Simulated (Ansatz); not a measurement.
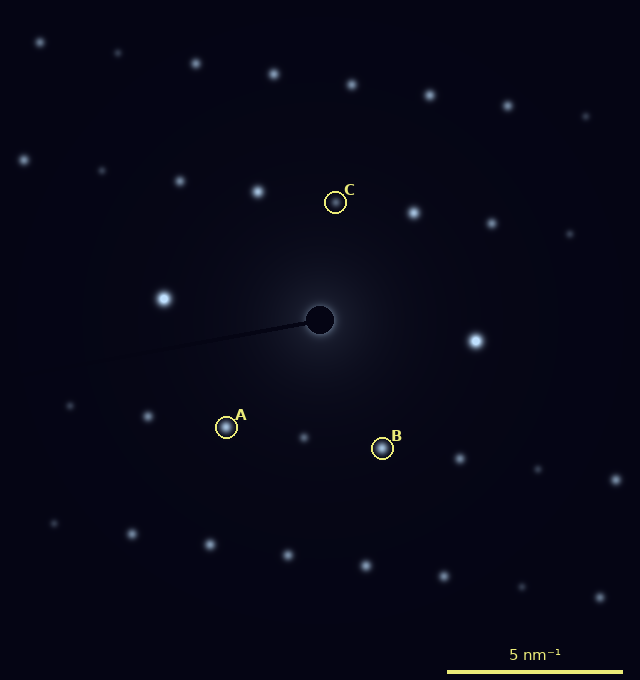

Simulated selected-area electron diffraction pattern (300 kV, kinematic approximation, thin crystal, B = 0.5 Å² for all atoms). The zone axis points towards the electron source and the pattern is seen from the source side.

Crystal: PtSe2, space group I4/mcm (No. 140), a = 5.89 Å, c = 6.76 Å. Structure: the geometry relaxed with DFT PBE, scalar-relativistic, plane waves, PAW in Ansatz; the starting structure was generated, so it need not be a known form of this composition.

```cif
data_structure
_symmetry_space_group_name_H-M 'I4/mcm'
_symmetry_Int_Tables_number 140
_cell_length_a 5.8880
_cell_length_b 5.8880
_cell_length_c 6.7636
_cell_angle_alpha 90.000
_cell_angle_beta 90.000
_cell_angle_gamma 90.000
_cell_volume 234.48
loop_
_atom_site_label
_atom_site_type_symbol
_atom_site_symmetry_multiplicity
_atom_site_Wyckoff_symbol
_atom_site_fract_x
_atom_site_fract_y
_atom_site_fract_z
_atom_site_occupancy
Pt1 Pt 4 a 0.00000 0.00000 0.25000 1
Se1 Se 8 h 0.17847 0.67847 0.00000 1
```

Spot A is indexed -1 -2 1 and spot B 1 -2 -1.

Question: Index the other marked spot.

Answer: C = −(1/2)A − (1/2)B = 0 2 0 (d = 2.944 Å).

Question: Find the zone axis.

Answer: The cross product of A and B is parallel to [101]; every spot obeys hu + kv + lw = 0.

Question: What are the spacings of A and B and the angle between them?

Answer: d(A) = 2.454 Å, d(B) = 2.454 Å, and the angle is 67.1°.
